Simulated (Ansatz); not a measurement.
## Geometry relaxation of Ge64 (part 1 of 2)

System: Ge64 (Fd-3m, 64 atoms in the cell).
Method: DFT, HSE06, PAW, plane waves (Ansatz 0.2.0).

The structure was built on a prototype by a generator.

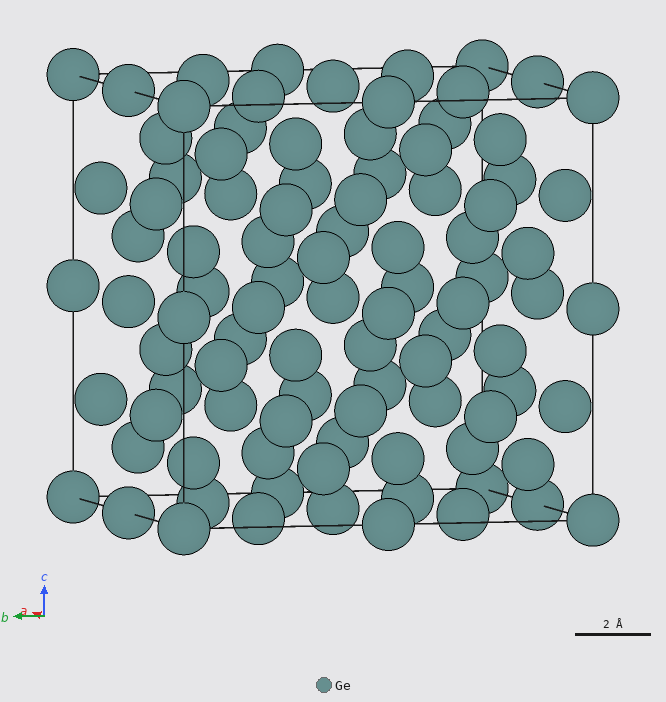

The input geometry (spheres-only view of the cell of the calculation, seen at an oblique angle).

Key numbers

- outcome: converged
- space group (tolerance 0.01 Å): Fd-3m (227)
- electrons treated: 896
- free energy: −274926.5713 eV
- Fermi energy: 8.555 eV
- largest force (length of the vector) at the end: under 0.001 eV/Å
- final cell: a = 11.351 Å, b = 11.351 Å, c = 11.351 Å, α = 90.00°, β = 90.00°, γ = 90.00°
- hardware: 1 × NVIDIA GB300 Max-Q, 8 threads of Arm Neoverse-V2, 80 GiB of memory available, shared host
- wall time: 60 s (CPU time 3.7 min)
- peak memory: 5.5 GiB

The k-point mesh is coarse for a cell of this size, so the results may not be converged.

The input
```yaml
crystal:
  lattice:
    - [11.351184, 0.000000, 0.000000]
    - [0.000000, 11.351184, 0.000000]
    - [0.000000, 0.000000, 11.351184]
  atoms:
    - { symbol: Ge, position: [0.000000, 0.000000, 0.000000] }
    - { symbol: Ge, position: [0.000000, 0.000000, 0.500000] }
    - { symbol: Ge, position: [0.000000, 0.500000, 0.000000] }
    - { symbol: Ge, position: [0.000000, 0.500000, 0.500000] }
    - { symbol: Ge, position: [0.500000, 0.000000, 0.000000] }
    - { symbol: Ge, position: [0.500000, 0.000000, 0.500000] }
    - { symbol: Ge, position: [0.500000, 0.500000, 0.000000] }
    - { symbol: Ge, position: [0.500000, 0.500000, 0.500000] }
    - { symbol: Ge, position: [0.125000, 0.125000, 0.125000] }
    - { symbol: Ge, position: [0.125000, 0.125000, 0.625000] }
    - { symbol: Ge, position: [0.125000, 0.625000, 0.125000] }
    - { symbol: Ge, position: [0.125000, 0.625000, 0.625000] }
    - { symbol: Ge, position: [0.625000, 0.125000, 0.125000] }
    - { symbol: Ge, position: [0.625000, 0.125000, 0.625000] }
    - { symbol: Ge, position: [0.625000, 0.625000, 0.125000] }
    - { symbol: Ge, position: [0.625000, 0.625000, 0.625000] }
    - { symbol: Ge, position: [0.250000, 0.250000, 0.000000] }
    - { symbol: Ge, position: [0.250000, 0.250000, 0.500000] }
    - { symbol: Ge, position: [0.250000, 0.750000, 0.000000] }
    - { symbol: Ge, position: [0.250000, 0.750000, 0.500000] }
    - { symbol: Ge, position: [0.750000, 0.250000, 0.000000] }
    - { symbol: Ge, position: [0.750000, 0.250000, 0.500000] }
    - { symbol: Ge, position: [0.750000, 0.750000, 0.000000] }
    - { symbol: Ge, position: [0.750000, 0.750000, 0.500000] }
    - { symbol: Ge, position: [0.375000, 0.375000, 0.125000] }
    - { symbol: Ge, position: [0.375000, 0.375000, 0.625000] }
    - { symbol: Ge, position: [0.375000, 0.875000, 0.125000] }
    - { symbol: Ge, position: [0.375000, 0.875000, 0.625000] }
    - { symbol: Ge, position: [0.875000, 0.375000, 0.125000] }
    - { symbol: Ge, position: [0.875000, 0.375000, 0.625000] }
    - { symbol: Ge, position: [0.875000, 0.875000, 0.125000] }
    - { symbol: Ge, position: [0.875000, 0.875000, 0.625000] }
    - { symbol: Ge, position: [0.250000, 0.000000, 0.250000] }
    - { symbol: Ge, position: [0.250000, 0.000000, 0.750000] }
    - { symbol: Ge, position: [0.250000, 0.500000, 0.250000] }
    - { symbol: Ge, position: [0.250000, 0.500000, 0.750000] }
    - { symbol: Ge, position: [0.750000, 0.000000, 0.250000] }
    - { symbol: Ge, position: [0.750000, 0.000000, 0.750000] }
    - { symbol: Ge, position: [0.750000, 0.500000, 0.250000] }
    - { symbol: Ge, position: [0.750000, 0.500000, 0.750000] }
    - { symbol: Ge, position: [0.375000, 0.125000, 0.375000] }
    - { symbol: Ge, position: [0.375000, 0.125000, 0.875000] }
    - { symbol: Ge, position: [0.375000, 0.625000, 0.375000] }
    - { symbol: Ge, position: [0.375000, 0.625000, 0.875000] }
    - { symbol: Ge, position: [0.875000, 0.125000, 0.375000] }
    - { symbol: Ge, position: [0.875000, 0.125000, 0.875000] }
    - { symbol: Ge, position: [0.875000, 0.625000, 0.375000] }
    - { symbol: Ge, position: [0.875000, 0.625000, 0.875000] }
    - { symbol: Ge, position: [0.000000, 0.250000, 0.250000] }
    - { symbol: Ge, position: [0.000000, 0.250000, 0.750000] }
    - { symbol: Ge, position: [0.000000, 0.750000, 0.250000] }
    - { symbol: Ge, position: [0.000000, 0.750000, 0.750000] }
    - { symbol: Ge, position: [0.500000, 0.250000, 0.250000] }
    - { symbol: Ge, position: [0.500000, 0.250000, 0.750000] }
    - { symbol: Ge, position: [0.500000, 0.750000, 0.250000] }
    - { symbol: Ge, position: [0.500000, 0.750000, 0.750000] }
    - { symbol: Ge, position: [0.125000, 0.375000, 0.375000] }
    - { symbol: Ge, position: [0.125000, 0.375000, 0.875000] }
    - { symbol: Ge, position: [0.125000, 0.875000, 0.375000] }
    - { symbol: Ge, position: [0.125000, 0.875000, 0.875000] }
    - { symbol: Ge, position: [0.625000, 0.375000, 0.375000] }
    - { symbol: Ge, position: [0.625000, 0.375000, 0.875000] }
    - { symbol: Ge, position: [0.625000, 0.875000, 0.375000] }
    - { symbol: Ge, position: [0.625000, 0.875000, 0.875000] }
kpoints:
  mp_grid: { grid: [1, 1, 1] }
hamiltonian:
  xc: hse06
scf:
  occupations: { method: fermi_dirac, width: 0.01 }
relax:
  f_tol: 0.03
  max_steps: 80
  escape_saddle: false
  adjacent_minimum: "off"
output:
  forces: true
  eigenvalues: true
  populations: true
  eigenstates: { kpoints: [[0, 0, 0]], e_range: [-6.0, 6.0], localisation: true }
```

What the program printed
```
Pseudopotentials: kind: paw
Functional definition: HSE06
  parameter a = 0.25
  parameter omega = 0.11/bohr
  exchange = pbe_x - a*pbe_x_sr(omega) + a*exact_x_sr(omega)
  correlation = pbe_c
Crystal: 64 atoms, lattice volume = 1462.593 Å³
Basis set: ecut = 420 eV, 28425 PW (Γ), exchange–correlation on 160×160×160 points (8 copies of the dense FFT grid, shifted against one another)
Bands: 538, of which v1, the nominal top of the filled ones, is band 448 counted from 1 (447 counted from 0)
Symmetry: 1536 space group operations
Space group: Fd-3m (ITA 227), of the structure as read, at distance tolerance 1.1e-4 Å
k-points: 1
Non-local potential: Ge, projectors of the file, l = 0: 2, l = 1: 2, l = 2: 3, l = 3: 1
PAW form: soft (Blöchl's): semilocal exchange-correlation on the pseudo side does not see the compensation charge
PAW frozen core: Ge, regenerated for the run's functional, and the local potential with it (the file was generated under x = pbe(κ = 0.804, μ = 0.2195149727645171), c = pbe(β = 0.06672455060314922))
PAW one-centre angular grid: Ge, 590 points (default); XC on 64 Gauss nodes
Initial density: superposition of atomic densities (neutral atoms: chi_scale 0, normalization atom), corrected by the library's trained network
Initial wavefunctions: pseudopotential atomic-orbital guess
Functional: x = pbe(κ = 0.804, μ = 0.2195149727645171), c = pbe(β = 0.06672455060314922), warm-up for x = pbe(κ = 0.804, μ = 0.2195149727645171) + 0.25 (exact − pbe) at short range (hse, ω = 0.20786987370883472 Å⁻¹), c = pbe(β = 0.06672455060314922); HSE06 as pw.x's `hse` composes it (authors' and Libxc's form: `xc: wpbeh`)
SCF iter   1: F=—  HF=-274869.205251 eV  |F-HF|=—  |Δ(HF+E_count)|=         —  Δρ=1.34e-3  dr2=3.83e-2  ethr=1.77e-3  ⟨swp⟩=8.0  Hψ=2036  notcnv=0
preconditioner: auto → none  [insulator: Δε(μ)=0.155 eV  Ē_g=22.563 eV  σ=0.010 eV  W_gap=0.67  n_scr=388 (ndim 8)  ℏωp=29.1 eV  f_vac=0.076  D(μ)=133.91/eV (n_scr^D=1742)]
SCF iter   2: F=—  HF=-274869.221830 eV  |F-HF|=—  |Δ(HF+E_count)|=   1.66e-2  Δρ=6.88e-4  dr2=8.50e-3  ethr=4.28e-6  ⟨swp⟩=20.0  Hψ=2114  notcnv=3  defer=3
iter 3 solved again at ethr=1.85e-8 eV; its pass at ethr=9.49e-7 eV (dr2=1.65e-4 eV) is discarded
SCF iter   3: F=—  HF=-274869.221082 eV  |F-HF|=—  |Δ(HF+E_count)|=   7.48e-4  Δρ=1.56e-4  dr2=1.65e-4  ethr=1.85e-8  ⟨swp⟩=3.0  Hψ=2588  notcnv=0
SCF iter   4: F=—  HF=-274869.220750 eV  |F-HF|=—  |Δ(HF+E_count)|=   3.33e-4  Δρ=5.91e-5  dr2=4.91e-5  ethr=1.84e-8  ⟨swp⟩=4.0  Hψ=1521  notcnv=0
SCF iter   5: F=—  HF=-274869.220764 eV  |F-HF|=—  |Δ(HF+E_count)|=   1.40e-5  Δρ=4.43e-5  dr2=5.25e-5  ethr=5.48e-9  ⟨swp⟩=4.0  Hψ=1126  notcnv=0
SCF iter   6: F=—  HF=-274869.220748 eV  |F-HF|=—  |Δ(HF+E_count)|=   1.53e-5  Δρ=2.06e-5  dr2=1.09e-5  ethr=5.48e-9  ⟨swp⟩=2.0  Hψ=987  notcnv=0
SCF iter   7: F=—  HF=-274869.220745 eV  |F-HF|=—  |Δ(HF+E_count)|=   3.35e-6  Δρ=2.60e-6  dr2=1.61e-7  ethr=1.22e-9  ⟨swp⟩=3.0  Hψ=1116  notcnv=0
SCF iter   8: F=—  HF=-274869.220745 eV  |F-HF|=—  |Δ(HF+E_count)|=   1.18e-8  Δρ=5.28e-7  dr2=2.18e-9  ethr=1.79e-11  ⟨swp⟩=4.0  Hψ=1452  notcnv=0
SCF iter   9: F=-274869.220745 eV  HF=-274869.220745 eV  |F-HF|=2.33e-10  |Δ(HF+E_count)|=   1.80e-9  Δρ=1.16e-7  dr2=1.70e-10  ethr=3.59e-12 (applied; sched 1.00e-12)  ⟨swp⟩=3.0  Hψ=993  notcnv=0
SCF 1 converged in 9 iterations: F = -274869.220745 eV  dr2 = 1.70e-10
  greatest PAW one-centre occupation: 0.998 electrons in one spin orbital (limit 2), on the Ge atom at site 63 (counted from 0), in its partial waves of l = 2
the semilocal start has a gap of 0.000 eV: under exact exchange another state, often on complex orbitals, can lie lower than the one that it leads to. A single point with scf.lower_state_search: full and scf.eigensolver.gamma_real: false can look for it
Initial density: handed on by an earlier stage of this run
Initial wavefunctions: those handed on with the density
Functional: x = pbe(κ = 0.804, μ = 0.2195149727645171) + 0.25 (exact − pbe) at short range (hse, ω = 0.20786987370883472 Å⁻¹), c = pbe(β = 0.06672455060314922); HSE06 as pw.x's `hse` composes it (authors' and Libxc's form: `xc: wpbeh`)
Exchange kernel: α = 0.2500, screened, ω = 0.2079 Å⁻¹, Wigner–Seitz truncation, v(0) = 960.2182 eV·Å³, q-mesh 1×1×1, nearest image of the exchange supercell L = 11.35 Å, pair-density grid 64×64×64, without the augmentation charges, whose exchange is taken in its separable form (sized by the pseudopotential files, 75×75×75 at the most), smooth part of the exchange summed in real space on grids 64×6
Frozen-core exchange: fock
iter 1 solved again at ethr=5.78e-5 eV; its pass at ethr=1.00e-1 eV (dr2=5.18e-1 eV) is discarded
SCF iter   1: F=—  HF=-274926.499848 eV  |F-HF|=—  |Δ(HF+E_count)|=         —  Δρ=1.40e-2  dr2=8.42e-1  ethr=5.78e-5  ⟨swp⟩=5.0  Hψ=3138  notcnv=0
eigensolver tolerance schedule calibrated: the retry pair's looser diagonalisation under-reported the residual by θ = 0.35 (0.11/decade); ethr = c·dr2/N_el runs at the constant in force after the calibration composes with the one it found (an armed cap, an earlier calibration), c = 8.5e-2
preconditioner: auto → none  [insulator: Δε(μ)=0.542 eV  Ē_g=25.769 eV  σ=0.010 eV  W_gap=1.00  n_scr=388 (ndim 8)  ℏωp=29.1 eV  f_vac=0.085  D(μ)=0.00/eV (n_scr^D=0)]
SCF iter   2: F=—  HF=-274925.928264 eV  |F-HF|=—  |Δ(HF+E_count)|=   5.72e-1  Δρ=4.40e-3  dr2=1.30e-1  ethr=5.78e-5  ⟨swp⟩=3.0  Hψ=1556  notcnv=0
SCF iter   3: F=—  HF=-274925.917370 eV  |F-HF|=—  |Δ(HF+E_count)|=   1.09e-2  Δρ=2.09e-3  dr2=6.14e-2  ethr=8.15e-6  ⟨swp⟩=3.0  Hψ=1094  notcnv=0
SCF iter   4: F=—  HF=-274925.916217 eV  |F-HF|=—  |Δ(HF+E_count)|=   1.15e-3  Δρ=3.38e-5  dr2=4.35e-2  ethr=1.65e-6  ⟨swp⟩=4.0  Hψ=1111  notcnv=0
SCF iter   5: F=—  HF=-274926.537631 eV  |F-HF|=—  |Δ(HF+E_count)|=   6.21e-1  Δρ=1.25e-3  dr2=7.47e-3  ethr=2.04e-9  ⟨swp⟩=6.0  Hψ=2668  notcnv=0
SCF iter   6: F=—  HF=-274926.533453 eV  |F-HF|=—  |Δ(HF+E_count)|=   4.18e-3  Δρ=2.20e-5  dr2=9.12e-4  ethr=2.04e-9  ⟨swp⟩=4.0  Hψ=1882  notcnv=0
SCF iter   7: F=-274926.541529 eV  HF=-274926.541594 eV  |F-HF|=6.48e-5  |Δ(HF+E_count)|=   8.14e-3  Δρ=1.45e-4  dr2=1.31e-4  ethr=3.74e-10  ⟨swp⟩=5.0  Hψ=2120  notcnv=0
SCF 2 stopped early in 7 iterations: F = -274926.541529 eV  dr2 = 1.31e-4
hybrid outer 1: dexx = +7.197e-1 eV, tail = 3.53e-3 eV
SCF iter   1: F=—  HF=-274926.571251 eV  |F-HF|=—  |Δ(HF+E_count)|=         —  Δρ=1.13e-4  dr2=7.47e-5  ethr=1.97e-6  ⟨swp⟩=3.0  Hψ=1152  notcnv=0
preconditioner: auto → none  [insulator: Δε(μ)=0.850 eV  Ē_g=25.589 eV  σ=0.010 eV  W_gap=1.00  n_scr=388 (ndim 8)  ℏωp=29.1 eV  f_vac=0.084  D(μ)=0.00/eV (n_scr^D=0)]
SCF iter   2: F=—  HF=-274926.571243 eV  |F-HF|=—  |Δ(HF+E_count)|=   8.14e-6  Δρ=1.24e-5  dr2=5.83e-6  ethr=7.91e-9  ⟨swp⟩=4.0  Hψ=1522  notcnv=0
SCF iter   3: F=—  HF=-274926.571242 eV  |F-HF|=—  |Δ(HF+E_count)|=   2.01e-7  Δρ=2.05e-6  dr2=4.61e-6  ethr=1.31e-10  ⟨swp⟩=4.0  Hψ=1185  notcnv=0
SCF iter   4: F=—  HF=-274926.571293 eV  |F-HF|=—  |Δ(HF+E_count)|=   5.04e-5  Δρ=1.07e-5  dr2=1.20e-6  ethr=5.69e-12  ⟨swp⟩=5.0  Hψ=1949  notcnv=0
SCF iter   5: F=—  HF=-274926.571293 eV  |F-HF|=—  |Δ(HF+E_count)|=   3.46e-7  Δρ=9.01e-7  dr2=1.19e-7  ethr=5.69e-12  ⟨swp⟩=4.0  Hψ=1516  notcnv=0
SCF iter   6: F=—  HF=-274926.571293 eV  |F-HF|=—  |Δ(HF+E_count)|=   1.96e-8  Δρ=2.92e-7  dr2=1.17e-7  ethr=5.74e-12 (applied; sched 1.00e-12)  ⟨swp⟩=3.0  Hψ=1306  notcnv=0
SCF iter   7: F=-274926.571294 eV  HF=-274926.571294 eV  |F-HF|=1.12e-8  |Δ(HF+E_count)|=   1.09e-6  Δρ=1.52e-6  dr2=2.98e-8  ethr=3.09e-12 (applied; sched 1.00e-12)  ⟨swp⟩=5.0  Hψ=1370  notcnv=0
SCF 3 converged in 7 iterations: F = -274926.571294 eV  dr2 = 2.98e-8
  Residual-converged pass: ⟨swp⟩=2.0  Hψ=769  notcnv=0  max |occ|·‖R‖ = 6.6e-6 eV (tolerance 6.7e-6 eV)  dr2=2.97e-8  dr2_onsite=1.13e-9  max |Δocc| = 0.0e0
  greatest PAW one-centre occupation: 0.998 electrons in one spin orbital (limit 2), on the Ge atom at site 55 (counted from 0), in its partial waves of l = 2
hybrid outer 2: dexx = +5.287e-5 eV, tail = 4.16e-7 eV, Δε = 5.58e-3 eV (about 1.17e-4 eV left of the loop's levels)
```
